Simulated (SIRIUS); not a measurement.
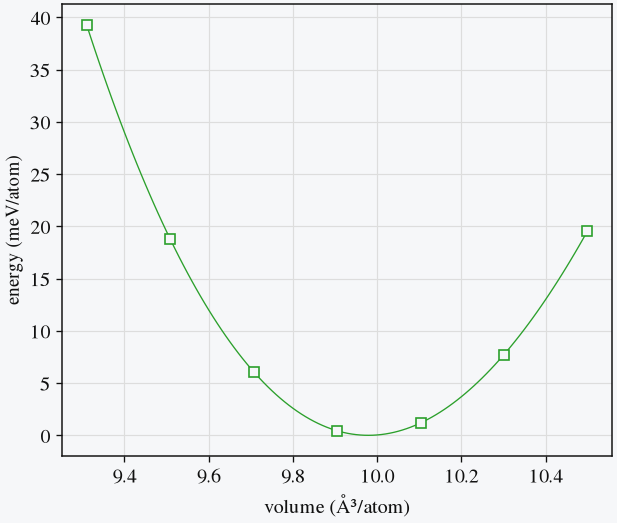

Plotted: energy against volume for HfB₂, space group P6/mmm (No. 191).

Starting cell:
```
CELL_PARAMETERS angstrom
3.14000 0.00000 0.00000
-1.57000 2.71932 0.00000
0.00000 0.00000 3.48000
ATOMIC_POSITIONS crystal
Hf 0.00000 0.00000 0.00000
B 0.66667 0.33333 0.50000
B 0.33333 0.66667 0.50000
```

Method: plane-wave DFT, no spin polarisation; energies at scaled volumes of the given cell, shape and fractions fixed, counted from the fit's minimum, third-order Birch-Murnaghan fit (SIRIUS 7.10.0). Level: PBE.

| setting | value |
| --- | --- |
| k mesh | 5×5×4 |
| occupations | Fermi–Dirac |
| smearing width | 0.05 eV |
| potentials | sssp pbe 1.3.0 efficiency |
| wave cutoff | 827.8 eV |
| density cutoff | 6645 eV |

From this curve and the settings, what does the calculation give for the pressure at the same points?

The pressure falls from 19.81 GPa at volume 9.31 Å³/atom to −11.63 GPa at 10.50 Å³/atom, and changes sign near 9.98 Å³/atom.

```json
{"volume (Å³/atom)": "9.31", "pressure (GPa)": "19.81"}
{"volume (Å³/atom)": "9.51", "pressure (GPa)": "13.22"}
{"volume (Å³/atom)": "9.71", "pressure (GPa)": "7.24"}
{"volume (Å³/atom)": "9.90", "pressure (GPa)": "1.81"}
{"volume (Å³/atom)": "10.10", "pressure (GPa)": "-3.11"}
{"volume (Å³/atom)": "10.30", "pressure (GPa)": "-7.58"}
{"volume (Å³/atom)": "10.50", "pressure (GPa)": "-11.63"}
```

Limits of the calculation: coarse k mesh; shape and atomic fractions are frozen while scaling, which makes layered, chain and framework solids too stiff.
